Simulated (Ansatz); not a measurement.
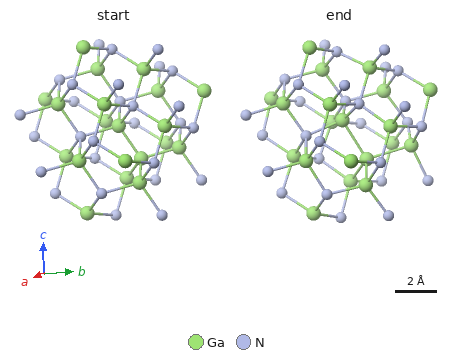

The structure of a defect cell of composition Ga25N23 before (left) and after (right) a relaxation, at one scale.

Style: ball-and-stick. Shown: the atoms within 5.0 Å of the atom that moves most (axes of the cell of the calculation (origin shifted)), slightly off an axis.

Case: Ga on a N site (b), charge +0, atoms relaxed at the host's cell.

All numbers below come from DFT PBE, scalar-relativistic, plane waves, PAW in Ansatz. Set-up: plane-wave cutoff 420 eV; k-point mesh 3 × 3 × 3; occupations gaussian; smearing width 0.01 eV; no spin polarisation; atoms relaxed in a fixed cell; force threshold 0.025 eV/Å; at most 45 steps.

### Describe what moved and what it gained.

The largest moves, 0.32 Å, are those of Ga atoms. Largest moves by element: Ga 0.32 Å, N 0.15 Å. The cell stays as it was. Some distances before and after: Ga–Ga 1.967 → 2.300 Å, Ga–Ga 1.975 → 2.224 Å, Ga–N 1.975 → 1.928 Å, Ga–N 1.967 → 1.941 Å. Bond angles that change, for instance: Ga–Ga–N 109.8° → 99.5°, Ga–Ga–N 109.8° → 100.1°, N–Ga–N 109.2° → 118.6°. The energy falls by 4.310 eV per cell of the calculation in 5 accepted moves (6 points after the start). Largest force component: 7.2 eV/Å at the start, 0.019 eV/Å at the end. The line search rejected the trial step at point 5 of the run. The run took 7 min on 4 threads of Arm Neoverse V1, on a shared host, peak memory 3.3 GiB.

Limits of the set-up: the periodic images lie only 8.3 Å apart, so the values are limited by the cell's size.
